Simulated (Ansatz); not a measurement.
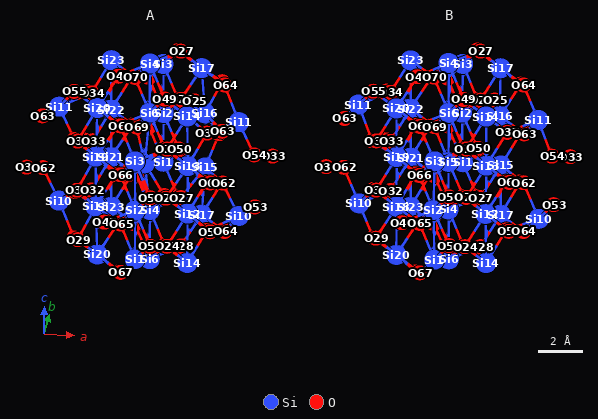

Two geometries of a defect cell of composition Si₂₃O₄₇, drawn at one scale. One is the start of a relaxation, the other its converged end. A ball-and-stick model of the atoms within 5.8 Å of the atom that moves most (axes of the cell of the calculation (origin shifted)), seen from a free direction.

The calculation used DFT, PBEsol, PAW, plane waves in Ansatz. (plane-wave cutoff 420 eV; k-point mesh 1 × 1 × 1; mesh shifted by (0.25, 0.25, 0.25); no spin polarisation; atoms relaxed in a fixed cell; force threshold 0.03 eV/Å; at most 80 steps)

Which one is relaxed?

Structure A is the relaxed one. A Si atom moves most: 0.25 Å along [−1 −1 0]. Largest moves by element: Si 0.25 Å, O 0.19 Å. The cell stays as it was. Some distances before and after: O–Si 1.866 → 1.643 Å, O–Si 1.842 → 1.644 Å, O–Si 1.824 → 1.635 Å, O–Si 1.842 → 1.677 Å. Bond angles that change, for instance: O–Si–O 178.5° → 162.0°, O–Si–O 177.9° → 162.1°, O–Si–O 79.1° → 94.8°. Over 8 geometry steps the energy falls by 5.410 eV per cell of the calculation. Largest force component: 4.6 eV/Å at the start, 0.021 eV/Å at the end.

Limits of the set-up: the periodic images lie only 8.0 Å apart, so the values are limited by the cell's size.
